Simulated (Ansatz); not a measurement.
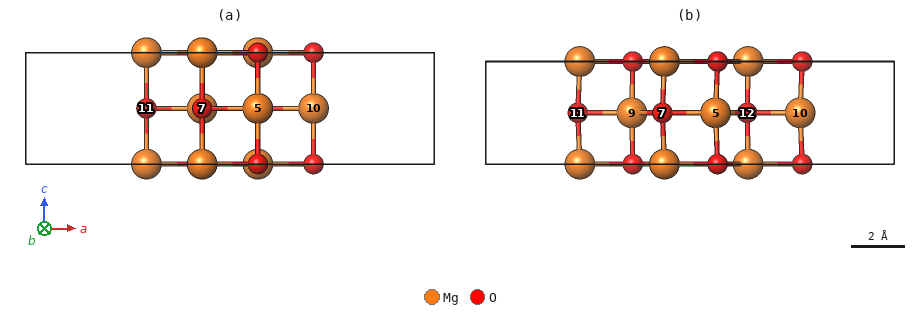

The structure of a wire of composition MgO before (left) and after (right) a relaxation, at one scale.

A ball-and-stick model of the cell of the calculation, with the vacuum cut short, seen along the b axis.

Case: wire along [0 0 1], 16 atoms a period.

Method: Ansatz 0.2.0, DFT PBE, scalar-relativistic, plane waves, PAW. Settings: plane-wave cutoff 420 eV; k-point mesh 1 × 1 × 8; occupations gaussian; smearing width 0.05 eV; no spin polarisation; cell relaxed at fixed a, b, alpha, beta, gamma; force threshold 0.02 eV/Å; at most 45 steps.

> What changed between the two?

The largest moves relative to the centre of the atoms, 1.16 Å, are those of Mg atoms. By element the largest moves are Mg 1.16 Å, O 1.12 Å. Along the periodic axis the drawn cell goes c 4.254 → 3.917 Å (−7.9 %). Some distances before and after: Mg–O 2.127 → 4.404 Å, Mg–Mg 3.008 → 2.766 Å, Mg–Mg 3.008 → 2.789 Å, Mg–O 2.127 → 1.961 Å. Bonds break, among them: Mg–O (2.13 → 4.40 Å). Bond angles that change, for instance: Mg–O–Mg 180.0° → 108.3°, O–Mg–O 180.0° → 112.3°, O–Mg–O 90.0° → 127.8°. The energy falls by 4.489 eV per cell of the calculation in 11 accepted moves (13 points after the start). The largest force component goes from 1.5 to 0.0018 eV/Å. At 2 points the geometry stayed and the basis and grid were re-selected for the new cell (energy shift of 22.4 meV per cell of the calculation at most each time).
